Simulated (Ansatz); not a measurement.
# SiGe$_{2}$: what the fields show

Input file:

```
crystal:
  lattice:
    - [3.955968109, 0.0, 0.0]
    - [-1.9779840545, 3.425968879, 0.0]
    - [0.0, 0.0, 9.6567647791]
  atoms:
    - { symbol: Si, position: [0.0, 0.0, 0.8784375496] }
    - { symbol: Ge, position: [0.6666666667, 0.3333333333, 0.5432106259] }
    - { symbol: Ge, position: [0.3333333333, 0.6666666667, 0.2026077087] }
    - { symbol: Ge, position: [0.6666666667, 0.3333333333, 0.7973922913] }
    - { symbol: Ge, position: [0.3333333333, 0.6666666667, 0.4567893741] }
    - { symbol: Si, position: [0.0, 0.0, 0.1215624504] }
kpoints:
  mp_grid: { grid: [6, 6, 2] }
  band_path:
    path:
      - [0.0, 0.0, 0.0]
      - [0.5, 0.0, 0.0]
      - [0.3333333333, 0.3333333333, 0.0]
      - [0.0, 0.0, 0.5]
      - [0.5, 0.0, 0.5]
      - [0.3333333333, 0.3333333333, 0.5]
      - [0.0, 0.361979, 0.328125]
      - [0.0, 0.0, 0.1]
    npoints: 1
hamiltonian:
  xc: pbe0
scf:
  occupations: { method: fixed }
  n_extra_bands: 5
output:
  forces: true
  stress: true
  eigenvalues: true
  write_density: true
  write_potential: true
  elf: true
  volumetric_format: npy
```

Launched as:

```sh
ansatz run input.yaml --threads 4 --pin off --max-ram 6451MiB --backend cpu --events-out ev --progress --plain --runs-dir out
```

Below, planes, directions and counts refer to the conventional cell (a = 3.96 Å, b = 3.96 Å, c = 9.66 Å, α = 90.00°, β = 90.00°, γ = 120.00°).

Space group P-3m1; started from the ordered alloy on diamond lattice prototype, which need not be the ambient phase.

Computed with DFT, PBE0, plane waves, PAW in Ansatz 0.2.0.

Core electrons are frozen (PAW), and the valence fields are smoothed inside the atomic spheres.

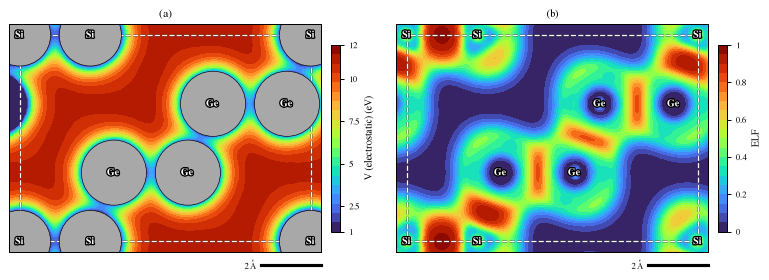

Figure 1. (a) electrostatic potential energy of an electron; (b) ELF on the (110) plane of the conventional cell. Grey discs cover the atomic cores in the potential map.

> What do the fields say about this system?

Atoms in the plane: Si and Ge.
Si–Si (2.35 Å): the ELF peaks at about 0.95 between the atoms; localised, covalent bonding.
Si–Ge (2.41 Å): the ELF peaks at about 0.95 between the atoms (a covalent bond).
Ge–Ge (2.43 Å): the ELF peaks at about 0.80 between the atoms (localised, covalent bonding).
Outside the cores the potential energy rises away from the atoms and is highest about 2.3 Å from the nearest atoms; its zero is arbitrary.

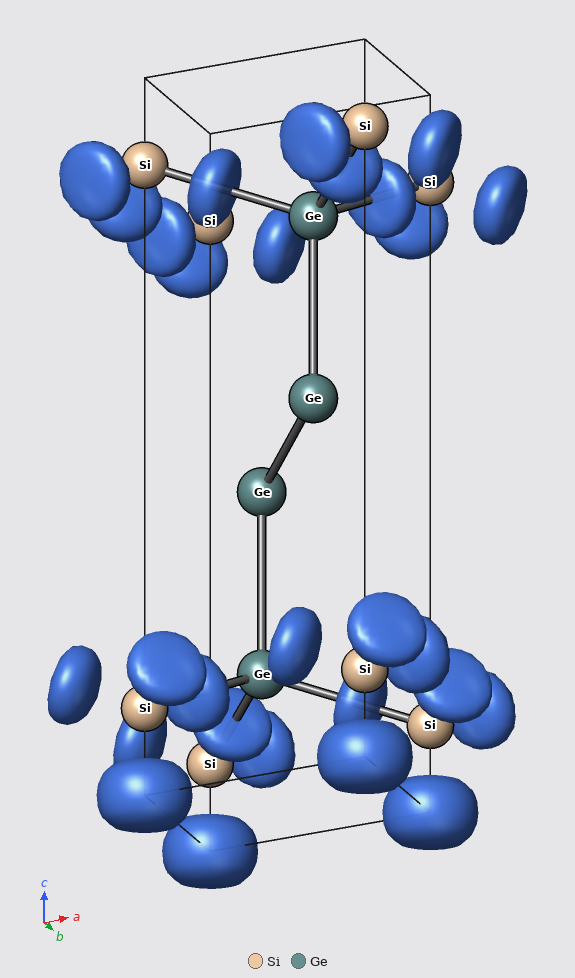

Figure 2. Isosurface of the ELF at 0.85 (blue), seen at an oblique angle. Only the valence region is drawn (cores and ρ < 0.01 e/Å³ removed). Sticks mark near contacts.

> What do the ELF domains correspond to?

The ELF exceeds this value in six regions between bonded Ge–Si atoms (shared pairs) and one region between bonded Si–Si atoms (shared pairs), counted in one cell of 6 atoms. Regions shared between cells count once.

> Metal or insulator at this level of theory?

It is gapped, with a Kohn–Sham gap of 1.7 eV on the k-point mesh (the band edges may lie off the mesh, which would make the gap smaller).
